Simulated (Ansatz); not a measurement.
Run report: WS$_{2}$, geometry relaxation (part 2 of 3)

WS$_{2}$ (6 atoms in the cell); DFT, PBE, plane waves, PAW, no spin polarisation (Ansatz 0.2.0); cutoff 420 eV, 12×12×2 k-mesh, Gaussian smearing of 0.02 eV. The structure derives from a Materials Project entry. The settings are looser than a standard set-up, so the numbers are not reference values.

Geometry of the input (Å; fractional positions):
```
3.1842  0.0000  0.0000
-1.5921  2.7576  0.0000
0.0000  0.0000  12.9783
W  0.3333  0.6667  0.2500
W  0.6667  0.3333  0.7500
S  0.3333  0.6667  0.6298
S  0.6667  0.3333  0.1298
S  0.3333  0.6667  0.8702
S  0.6667  0.3333  0.3702
```

Log, continued:
```
relax step   7: F+E_penalty+E_count = -24382.88190894 eV  Δ(F+E_penalty+E_count) = -3.597e-3 eV  max|allowed force component| = 2.018e-3 eV/Å  Δτ_max = 0.0000 Å  P = +0.017 GPa  Ω = 126.547 Å³  stress off target by 6.78e-2 GPa  SCF on the basis re-selected at this cell (its energy is not comparable with the rows above)  (7 SCF iters)
basis re-selected at this cell: Δ(F+E_penalty+E_count) = -3.597e-3 eV, ΔP = +0.026 GPa vs the last step (what re-selecting the basis moved, of the pressure what is left beyond the Pulay correction that the steps carried, after the strain that the cell walked since its last selection, with what the two solves' SCF thresholds leave and, on support functions, any second-order correction that the steps lacked; it is no measure of the basis error at this ecutwfc). The dense FFT grid was sized anew with the basis: this SCF ran on 24×24×100 points, the steps before it on 24×24×90, so part of this shift can come from that change (see relax.cell in the input reference). This SCF's stress stands 6.78e-2 GPa from its target on what of the cell is left free (relax.cell.stress_tol is 5.00e-2 GPa) and its largest allowed force component is 2.02e-3 eV/Å (relax.f_tol is 5.00e-3 eV/Å): not within both, so this SCF does not close the relaxation
Crystal: 6 atoms, lattice volume = 128.138 Å³
Basis set: ecut = 420 eV, 2509 PW (Γ), exchange–correlation on 48×48×200 points (8 copies of the dense FFT grid, shifted against one another)
iter 1 solved again at ethr=3.86e-6 eV; its pass at ethr=3.10e-3 eV (dr2=2.01e-3 eV) is discarded
SCF iter   1: F=—  HF=-24382.882605 eV  |F-HF|=—  |Δ(HF+E_count)|=         —  Δρ=1.46e-3  dr2=1.99e-3  ethr=3.86e-6  ⟨swp⟩=2.1  Hψ=7467  notcnv=0
preconditioner: auto → Resta (q_TF=auto, 2.348 Å⁻¹)  ε∞=6.6  [insulator: Δε(μ)=1.584 eV  Ē_g=8.298 eV  σ=0.020 eV  W_gap=1.00  n_scr=28 (ndim 8)  ℏωp=19.7 eV  f_vac=0.170  D(μ)=0.00/eV (n_scr^D=0)  ε∞_Penn≈6.6]
SCF iter   2: F=—  HF=-24382.882293 eV  |F-HF|=—  |Δ(HF+E_count)|=   3.11e-4  Δρ=7.84e-4  dr2=6.96e-4  ethr=3.83e-6  ⟨swp⟩=1.4  Hψ=1274  notcnv=0
SCF iter   3: F=—  HF=-24382.882242 eV  |F-HF|=—  |Δ(HF+E_count)|=   5.11e-5  Δρ=2.28e-4  dr2=1.22e-4  ethr=1.34e-6  ⟨swp⟩=2.0  Hψ=1738  notcnv=0
SCF iter   4: F=—  HF=-24382.882236 eV  |F-HF|=—  |Δ(HF+E_count)|=   6.05e-6  Δρ=9.04e-5  dr2=2.44e-5  ethr=2.35e-7  ⟨swp⟩=2.1  Hψ=1648  notcnv=0
SCF iter   5: F=—  HF=-24382.882268 eV  |F-HF|=—  |Δ(HF+E_count)|=   3.17e-5  Δρ=2.82e-5  dr2=2.97e-6  ethr=4.68e-8  ⟨swp⟩=2.0  Hψ=1748  notcnv=0
SCF iter   6: F=—  HF=-24382.882270 eV  |F-HF|=—  |Δ(HF+E_count)|=   2.55e-6  Δρ=2.35e-5  dr2=1.16e-6  ethr=5.71e-9  ⟨swp⟩=2.0  Hψ=1900  notcnv=0
SCF iter   7: F=—  HF=-24382.882270 eV  |F-HF|=—  |Δ(HF+E_count)|=   7.42e-8  Δρ=3.49e-6  dr2=2.41e-8  ethr=2.23e-9  ⟨swp⟩=2.1  Hψ=1719  notcnv=0
SCF iter   8: F=-24382.882270 eV  HF=-24382.882270 eV  |F-HF|=5.68e-10  |Δ(HF+E_count)|=   2.57e-8  Δρ=5.97e-7  dr2=4.44e-10  ethr=2.21e-11  ⟨swp⟩=9.1  Hψ=8063  notcnv=0
SCF 8 converged in 8 iterations: F = -24382.882270 eV  dr2 = 4.44e-10
relax step   8: F+E_penalty+E_count = -24382.88227042 eV  Δ(F+E_penalty+E_count) = -3.615e-4 eV  max|allowed force component| = 1.756e-2 eV/Å  Δτ_max = 0.0183 Å  P = +0.077 GPa  Ω = 128.138 Å³  energy of the carried Pulay correction = -2.416e-4 eV  (8 SCF iters, dr2 threshold 1.15e-8 eV, accepted)
Crystal: 6 atoms, lattice volume = 128.942 Å³
Basis set: ecut = 420 eV, 2569 PW (Γ), exchange–correlation on 48×48×200 points (8 copies of the dense FFT grid, shifted against one another)
iter 1 solved again at ethr=8.18e-7 eV; its pass at ethr=3.10e-3 eV (dr2=4.25e-4 eV) is discarded
SCF iter   1: F=—  HF=-24382.882489 eV  |F-HF|=—  |Δ(HF+E_count)|=         —  Δρ=6.78e-4  dr2=4.30e-4  ethr=8.18e-7  ⟨swp⟩=3.3  Hψ=7283  notcnv=0
preconditioner: auto → Resta (q_TF=auto, 2.345 Å⁻¹)  ε∞=6.6  [insulator: Δε(μ)=1.603 eV  Ē_g=8.298 eV  σ=0.020 eV  W_gap=1.00  n_scr=28 (ndim 8)  ℏωp=19.6 eV  f_vac=0.173  D(μ)=0.00/eV (n_scr^D=0)  ε∞_Penn≈6.6]
SCF iter   2: F=—  HF=-24382.882425 eV  |F-HF|=—  |Δ(HF+E_count)|=   6.32e-5  Δρ=3.64e-4  dr2=1.48e-4  ethr=8.18e-7  ⟨swp⟩=1.1  Hψ=1221  notcnv=0
SCF iter   3: F=—  HF=-24382.882414 eV  |F-HF|=—  |Δ(HF+E_count)|=   1.14e-5  Δρ=1.09e-4  dr2=2.99e-5  ethr=2.84e-7  ⟨swp⟩=2.0  Hψ=1693  notcnv=0
SCF iter   4: F=—  HF=-24382.882378 eV  |F-HF|=—  |Δ(HF+E_count)|=   3.63e-5  Δρ=3.98e-5  dr2=5.57e-6  ethr=5.75e-8  ⟨swp⟩=2.2  Hψ=1689  notcnv=0
SCF iter   5: F=—  HF=-24382.882379 eV  |F-HF|=—  |Δ(HF+E_count)|=   1.33e-6  Δρ=9.70e-6  dr2=4.72e-7  ethr=1.07e-8  ⟨swp⟩=2.0  Hψ=1662  notcnv=0
SCF iter   6: F=-24382.882379 eV  HF=-24382.882379 eV  |F-HF|=1.62e-8  |Δ(HF+E_count)|=   3.36e-7  Δρ=3.58e-6  dr2=2.43e-8  ethr=1.63e-10  ⟨swp⟩=8.4  Hψ=9314  notcnv=0
SCF 9 converged in 6 iterations: F = -24382.882379 eV  dr2 = 2.43e-8
relax step   9: F+E_penalty+E_count = -24382.88237939 eV  Δ(F+E_penalty+E_count) = -1.090e-4 eV  max|allowed force component| = 4.619e-4 eV/Å  Δτ_max = 0.0081 Å  P = +0.010 GPa  Ω = 128.942 Å³  energy of the carried Pulay correction = -3.680e-4 eV  (6 SCF iters, dr2 threshold 8.50e-8 eV, accepted)
Crystal: 6 atoms, lattice volume = 130.490 Å³
Basis set: ecut = 420 eV, 2581 PW (Γ), exchange–correlation on 48×48×200 points (8 copies of the dense FFT grid, shifted against one another)
iter 1 solved again at ethr=3.50e-6 eV; its pass at ethr=3.10e-3 eV (dr2=1.82e-3 eV) is discarded
SCF iter   1: F=—  HF=-24382.882717 eV  |F-HF|=—  |Δ(HF+E_count)|=         —  Δρ=1.37e-3  dr2=1.80e-3  ethr=3.50e-6  ⟨swp⟩=2.2  Hψ=7490  notcnv=0
preconditioner: auto → Resta (q_TF=auto, 2.340 Å⁻¹)  ε∞=6.5  [insulator: Δε(μ)=1.623 eV  Ē_g=8.296 eV  σ=0.020 eV  W_gap=1.00  n_scr=28 (ndim 8)  ℏωp=19.5 eV  f_vac=0.185  D(μ)=0.00/eV (n_scr^D=0)  ε∞_Penn≈6.5]
SCF iter   2: F=—  HF=-24382.882438 eV  |F-HF|=—  |Δ(HF+E_count)|=   2.79e-4  Δρ=7.36e-4  dr2=6.35e-4  ethr=3.46e-6  ⟨swp⟩=1.5  Hψ=1276  notcnv=0
SCF iter   3: F=—  HF=-24382.882387 eV  |F-HF|=—  |Δ(HF+E_count)|=   5.06e-5  Δρ=2.17e-4  dr2=1.15e-4  ethr=1.22e-6  ⟨swp⟩=2.0  Hψ=1743  notcnv=0
SCF iter   4: F=—  HF=-24382.882381 eV  |F-HF|=—  |Δ(HF+E_count)|=   6.65e-6  Δρ=8.63e-5  dr2=2.33e-5  ethr=2.21e-7  ⟨swp⟩=2.1  Hψ=1629  notcnv=0
SCF iter   5: F=—  HF=-24382.882295 eV  |F-HF|=—  |Δ(HF+E_count)|=   8.57e-5  Δρ=2.78e-5  dr2=2.95e-6  ethr=4.48e-8  ⟨swp⟩=2.0  Hψ=1749  notcnv=0
SCF iter   6: F=—  HF=-24382.882296 eV  |F-HF|=—  |Δ(HF+E_count)|=   8.31e-7  Δρ=2.26e-5  dr2=1.11e-6  ethr=5.67e-9  ⟨swp⟩=2.0  Hψ=1900  notcnv=0
SCF iter   7: F=—  HF=-24382.882296 eV  |F-HF|=—  |Δ(HF+E_count)|=   7.06e-8  Δρ=3.57e-6  dr2=2.60e-8  ethr=2.14e-9  ⟨swp⟩=2.2  Hψ=1741  notcnv=0
SCF iter   8: F=—  HF=-24382.882296 eV  |F-HF|=—  |Δ(HF+E_count)|=   2.45e-8  Δρ=6.15e-7  dr2=5.54e-10  ethr=5.00e-11  ⟨swp⟩=2.1  Hψ=1910  notcnv=0
SCF iter   9: F=-24382.882296 eV  HF=-24382.882296 eV  |F-HF|=2.55e-11  |Δ(HF+E_count)|=  7.71e-10  Δρ=1.11e-7  dr2=1.60e-11  ethr=1.00e-12  ⟨swp⟩=6.0  Hψ=7399  notcnv=0
SCF 10 converged in 9 iterations: F = -24382.882296 eV  dr2 = 1.60e-11
relax step  10: F+E_penalty+E_count = -24382.88229573 eV  Δ(F+E_penalty+E_count) = +8.366e-5 eV  max|allowed force component| = 8.225e-3 eV/Å  Δτ_max = 0.0169 Å  P = +0.041 GPa  Ω = 130.490 Å³  energy of the carried Pulay correction = -6.193e-4 eV  (9 SCF iters, accepted)
Crystal: 6 atoms, lattice volume = 130.648 Å³
iter 1 solved again at ethr=2.66e-8 eV; its pass at ethr=3.10e-3 eV (dr2=1.38e-5 eV) is discarded
SCF iter   1: F=—  HF=-24382.882371 eV  |F-HF|=—  |Δ(HF+E_count)|=         —  Δρ=1.12e-4  dr2=1.35e-5  ethr=2.66e-8  ⟨swp⟩=3.3  Hψ=7016  notcnv=0
preconditioner: auto → Resta (q_TF=auto, 2.340 Å⁻¹)  ε∞=6.5  [insulator: Δε(μ)=1.626 eV  Ē_g=8.299 eV  σ=0.020 eV  W_gap=1.00  n_scr=28 (ndim 8)  ℏωp=19.5 eV  f_vac=0.184  D(μ)=0.00/eV (n_scr^D=0)  ε∞_Penn≈6.5]
SCF iter   2: F=—  HF=-24382.882281 eV  |F-HF|=—  |Δ(HF+E_count)|=   9.00e-5  Δρ=6.18e-5  dr2=4.76e-6  ethr=2.61e-8  ⟨swp⟩=1.0  Hψ=1217  notcnv=0
SCF iter   3: F=—  HF=-24382.882281 eV  |F-HF|=—  |Δ(HF+E_count)|=   3.14e-7  Δρ=1.14e-5  dr2=3.06e-7  ethr=9.16e-9  ⟨swp⟩=2.0  Hψ=1740  notcnv=0
SCF iter   4: F=—  HF=-24382.882281 eV  |F-HF|=—  |Δ(HF+E_count)|=   6.76e-8  Δρ=7.31e-6  dr2=2.95e-7  ethr=5.89e-10  ⟨swp⟩=2.0  Hψ=1890  notcnv=0
SCF iter   5: F=—  HF=-24382.882281 eV  |F-HF|=—  |Δ(HF+E_count)|=   1.65e-8  Δρ=3.23e-6  dr2=2.10e-8  ethr=5.67e-10  ⟨swp⟩=2.0  Hψ=1554  notcnv=0
SCF iter   6: F=-24382.882281 eV  HF=-24382.882281 eV  |F-HF|=7.35e-10  |Δ(HF+E_count)|=   7.24e-9  Δρ=1.83e-6  dr2=4.80e-9  ethr=2.29e-11  ⟨swp⟩=9.7  Hψ=8173  notcnv=0
SCF 11 converged in 6 iterations: F = -24382.882281 eV  dr2 = 4.80e-9
relax step  11: F+E_penalty+E_count = -24382.88228087 eV  Δ(F+E_penalty+E_count) = +1.486e-5 eV  max|allowed force component| = 5.682e-4 eV/Å  Δτ_max = 0.0012 Å  P = -0.001 GPa  Ω = 130.648 Å³  energy of the carried Pulay correction = -6.455e-4 eV  (6 SCF iters, dr2 threshold 1.19e-8 eV, accepted)
Crystal: 6 atoms, lattice volume = 130.874 Å³
Basis set: ecut = 420 eV, 2593 PW (Γ), exchange–correlation on 48×48×200 points (8 copies of the dense FFT grid, shifted against one another)
iter 1 solved again at ethr=7.57e-8 eV; its pass at ethr=3.10e-3 eV (dr2=3.94e-5 eV) is discarded
SCF iter   1: F=—  HF=-24382.882345 eV  |F-HF|=—  |Δ(HF+E_count)|=         —  Δρ=1.94e-4  dr2=3.59e-5  ethr=7.57e-8  ⟨swp⟩=3.2  Hψ=6963  notcnv=0
preconditioner: auto → Resta (q_TF=auto, 2.339 Å⁻¹)  ε∞=6.5  [insulator: Δε(μ)=1.628 eV  Ē_g=8.299 eV  σ=0.020 eV  W_gap=1.00  n_scr=28 (ndim 8)  ℏωp=19.5 eV  f_vac=0.185  D(μ)=0.00/eV (n_scr^D=0)  ε∞_Penn≈6.5]
SCF iter   2: F=—  HF=-24382.882251 eV  |F-HF|=—  |Δ(HF+E_count)|=   9.42e-5  Δρ=1.04e-4  dr2=1.24e-5  ethr=6.91e-8  ⟨swp⟩=1.2  Hψ=1242  notcnv=0
SCF iter   3: F=—  HF=-24382.882245 eV  |F-HF|=—  |Δ(HF+E_count)|=   5.29e-6  Δρ=3.32e-5  dr2=2.81e-6  ethr=2.39e-8  ⟨swp⟩=2.0  Hψ=1665  notcnv=0
SCF iter   4: F=—  HF=-24382.882246 eV  |F-HF|=—  |Δ(HF+E_count)|=   3.28e-7  Δρ=1.16e-5  dr2=4.91e-7  ethr=5.40e-9  ⟨swp⟩=2.1  Hψ=1670  notcnv=0
SCF iter   5: F=—  HF=-24382.882246 eV  |F-HF|=—  |Δ(HF+E_count)|=   8.04e-8  Δρ=2.81e-6  dr2=3.77e-8  ethr=9.44e-10  ⟨swp⟩=2.0  Hψ=1674  notcnv=0
SCF iter   6: F=—  HF=-24382.882246 eV  |F-HF|=—  |Δ(HF+E_count)|=   2.56e-8  Δρ=1.11e-6  dr2=2.23e-9  ethr=7.25e-11  ⟨swp⟩=2.0  Hψ=1811  notcnv=0
SCF iter   7: F=—  HF=-24382.882246 eV  |F-HF|=—  |Δ(HF+E_count)|=   1.75e-9  Δρ=2.32e-7  dr2=1.15e-10  ethr=4.29e-12  ⟨swp⟩=2.1  Hψ=1899  notcnv=0
SCF iter   8: F=-24382.882246 eV  HF=-24382.882246 eV  |F-HF|=1.46e-11  |Δ(HF+E_count)|=  2.18e-10  Δρ=3.59e-8  dr2=2.15e-12  ethr=1.00e-12  ⟨swp⟩=7.0  Hψ=6107  notcnv=0
SCF 12 converged in 8 iterations: F = -24382.882246 eV  dr2 = 2.15e-12
relax step  12: F+E_penalty+E_count = -24382.88224574 eV  Δ(F+E_penalty+E_count) = +3.513e-5 eV  max|allowed force component| = 1.533e-4 eV/Å  Δτ_max = 0.0024 Å  P = +0.001 GPa  Ω = 130.874 Å³  energy of the carried Pulay correction = -6.833e-4 eV  (8 SCF iters, accepted)
iter 1 solved again at ethr=4.60e-7 eV; its pass at ethr=3.10e-3 eV (dr2=2.39e-4 eV) is discarded
SCF iter   1: F=—  HF=-24382.882516 eV  |F-HF|=—  |Δ(HF+E_count)|=         —  Δρ=1.08e-4  dr2=8.48e-7  ethr=4.60e-7  ⟨swp⟩=4.0  Hψ=9421  notcnv=0
SCF iter   2: F=—  HF=-24382.882820 eV  |F-HF|=—  |Δ(HF+E_count)|=   3.04e-4  Δρ=5.51e-5  dr2=2.19e-7  ethr=1.63e-9  ⟨swp⟩=3.1  Hψ=2617  notcnv=0
SCF iter   3: F=—  HF=-24382.882954 eV  |F-HF|=—  |Δ(HF+E_count)|=   1.34e-4  Δρ=1.53e-6  dr2=9.15e-10  ethr=4.22e-10  ⟨swp⟩=2.4  Hψ=2304  notcnv=0
SCF iter   4: F=—  HF=-24382.882954 eV  |F-HF|=—  |Δ(HF+E_count)|=   1.40e-8  Δρ=2.78e-7  dr2=1.52e-10  ethr=1.00e-12  ⟨swp⟩=9.5  Hψ=7769  notcnv=0
SCF iter   5: F=-24382.882954 eV  HF=-24382.882954 eV  |F-HF|=3.64e-11  |Δ(HF+E_count)|=  2.22e-10  Δρ=1.38e-7  dr2=5.27e-11  ethr=1.00e-12  ⟨swp⟩=7.6  Hψ=6472  notcnv=0
SCF 13 converged in 5 iterations: F = -24382.882954 eV  dr2 = 5.27e-11
relax step  13: F+E_penalty+E_count = -24382.88295410 eV  Δ(F+E_penalty+E_count) = -7.084e-4 eV  max|allowed force component| = 8.909e-6 eV/Å  Δτ_max = 0.0000 Å  P = -0.001 GPa  Ω = 130.874 Å³  stress off target by 3.62e-3 GPa  SCF on the basis re-selected at this cell (its energy is not comparable with the rows above)  (5 SCF iters)
```

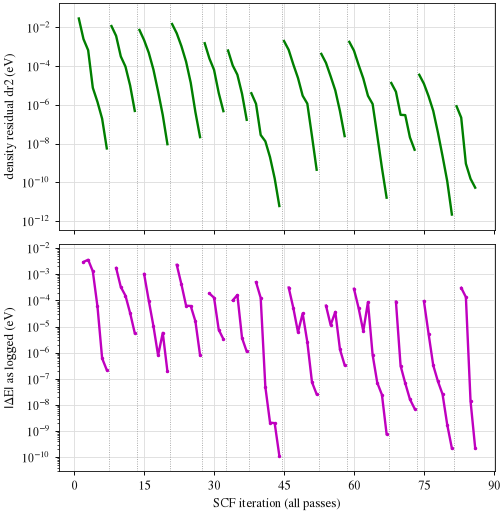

Convergence of the self-consistent field: density residual dr2 and size of the energy change against the SCF iteration. The dotted lines part the SCF passes of the relaxation: geometry steps, rejected trials and re-solves on a re-selected basis. The 13 passes take 5 to 9 iterations each, 86 in all.

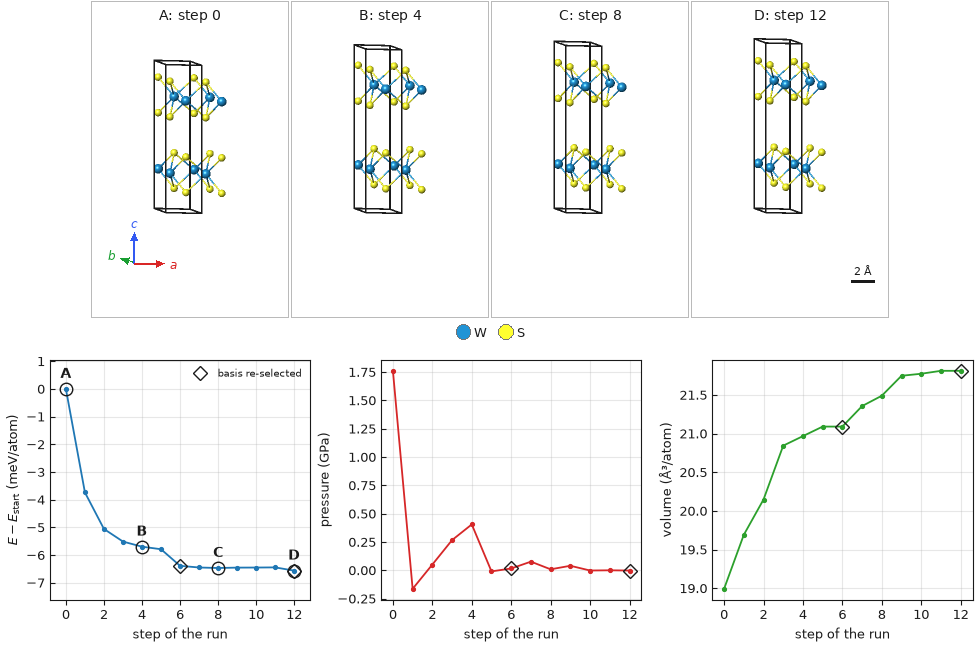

Frames of the relaxation (ball-and-stick view of the cell of the calculation, repeated 2 × 2 × 1, seen slightly off an axis) above the curves, on which the letters mark them (the first geometry is step 0 here and step 1 in the log).

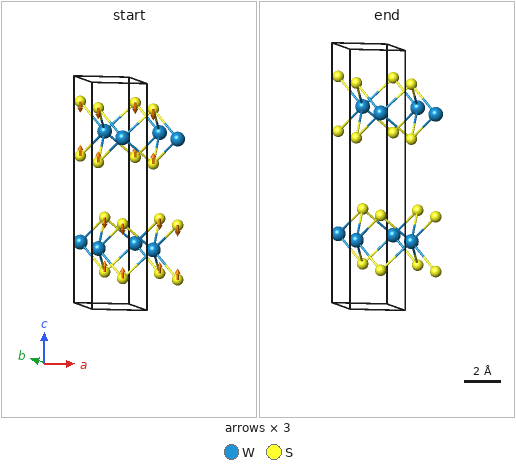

Before (left) and after (right) the relaxation, at one scale (ball-and-stick view of the cell of the calculation, repeated 2 × 2 × 1, seen slightly off an axis). The orange arrows give the displacements (without the part carried along by the change of the cell), magnified 3 times. The largest moves relative to the cell, 0.22 Å, are those of S3, S4, S5 and S6. W stays in place. Cell: a = b 3.184 → 3.188 Å (+0.1 %), c 12.978 → 14.871 Å (+14.6 %). Volume +14.8 %. Distances before and after: W1–S4 2.411 → 2.420 Å. The space group stays P6_3/mmc (No. 194). The energy falls by 6.4 meV per atom in 10 geometry steps. Largest force component: 0.2 eV/Å at the start, under 0.0001 eV/Å at the end. The pressure goes from 1.76 to 0.00 GPa. The basis was re-selected once at an unchanged geometry, which shifts the energy a little without any move. The energy change given includes the shifts at the re-selections in mid-walk, which come without any move. A last SCF at the same geometry on a re-selected plane-wave basis shifts the energy by −0.1 meV per atom. (Atoms are counted from 1 in the order of the input.)
